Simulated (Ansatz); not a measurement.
Input file:

```
crystal:
  lattice:
    - [4.5912476174, 0.0, 0.0]
    - [0.0, 5.4513521812, 0.0]
    - [0.0, 0.0, 24.9011393118]
  atoms:
    - { symbol: Ti, position: [0.0, 0.7093375514, 0.3011910381] }
    - { symbol: Ti, position: [0.5, 0.2093375514, 0.3011910381] }
    - { symbol: O, position: [0.6955612555, 0.925287385, 0.3314536135] }
    - { symbol: O, position: [0.8044387445, 0.425287385, 0.3314536135] }
    - { symbol: O, position: [0.1955612555, 0.7027252693, 0.3703329437] }
    - { symbol: O, position: [0.3044387445, 0.2027252693, 0.3703329437] }
    - { symbol: Ti, position: [0.0, 0.4186751028, 0.4005955191] }
    - { symbol: Ti, position: [0.5, 0.9186751028, 0.4005955191] }
    - { symbol: O, position: [0.6955612555, 0.6346249364, 0.4308580944] }
    - { symbol: O, position: [0.8044387445, 0.1346249364, 0.4308580944] }
    - { symbol: O, position: [0.1955612555, 0.4120628207, 0.4697374246] }
    - { symbol: O, position: [0.3044387445, 0.9120628207, 0.4697374246] }
    - { symbol: Ti, position: [0.0, 0.1280126543, 0.5] }
    - { symbol: Ti, position: [0.5, 0.6280126543, 0.5] }
    - { symbol: O, position: [0.6955612555, 0.3439624879, 0.5302625754] }
    - { symbol: O, position: [0.8044387445, 0.8439624879, 0.5302625754] }
    - { symbol: O, position: [0.1955612555, 0.1214003721, 0.5691419056] }
    - { symbol: O, position: [0.3044387445, 0.6214003721, 0.5691419056] }
    - { symbol: Ti, position: [0.0, 0.8373502057, 0.5994044809] }
    - { symbol: Ti, position: [0.5, 0.3373502057, 0.5994044809] }
    - { symbol: O, position: [0.6955612555, 0.0533000393, 0.6296670563] }
    - { symbol: O, position: [0.8044387445, 0.5533000393, 0.6296670563] }
    - { symbol: O, position: [0.1955612555, 0.8307379235, 0.6685463865] }
    - { symbol: O, position: [0.3044387445, 0.3307379235, 0.6685463865] }
    - { symbol: Ti, position: [0.0, 0.5466877571, 0.6988089619] }
    - { symbol: Ti, position: [0.5, 0.0466877571, 0.6988089619] }
basis:
  ecutwfc: 420
kpoints:
  mp_grid: { grid: [6, 5, 1] }
hamiltonian:
  xc: pbesol
scf:
  occupations: { method: gaussian, width: 0.05 }
output:
  forces: true
  eigenvalues: true
  write_density: true
  write_potential: true
  elf: true
  volumetric_format: npy
relax:
  adjacent_minimum: "off"
  f_tol: 0.02
  max_steps: 60
efield:
  axis: 3
  dipole_correction: true
  ramp_width: 0.04
```

Launched as:

```sh
ansatz run input.yaml --threads 4 --pin off --max-ram 10240MiB --backend cpu --events-out ev --progress --plain --runs-dir out
```

The fields are those of the run's last geometry, not of the input's.

Computed without spin polarisation.

All numbers below come from DFT PBEsol, scalar-relativistic, plane waves, PAW in Ansatz.

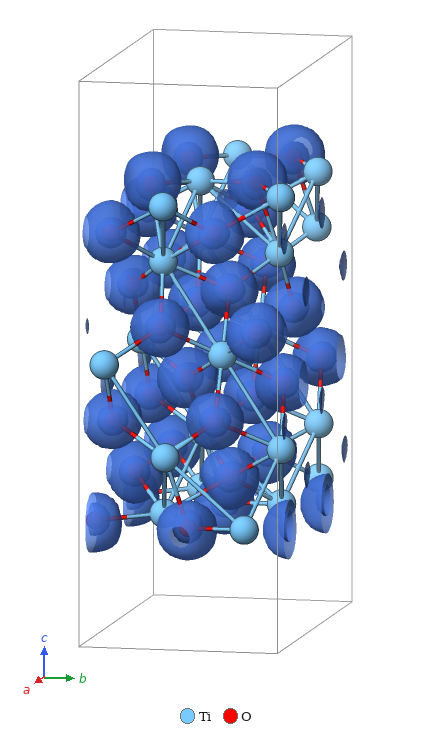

Ti5O8 (slab). Isosurface of the ELF at 0.75 (blue), seen at an oblique angle. Only the valence region is drawn (cores and ρ < 0.01 e/Å³ removed). Sticks mark near contacts.

In a PAW calculation such maps are meaningful between the atoms, not at the nuclei.

Identify the bonds, lone pairs and shells in this picture.

The ELF exceeds this value in 16 regions wrapped around O (the valence shell of each), counted in one cell of 26 atoms. Counts are for one cell; the picture repeats the cell along the surface.

Values along the shortest contacts:
Ti–O (1.84 Å): the ELF peaks at about 0.80 in the valence shell of O, 0.6 Å from its nucleus, and is about 0.25 at the midpoint; no localised pair shows between them. Ti–Ti (2.89 Å): the ELF is about 0.15 at the midpoint (no localised pair shows between them).
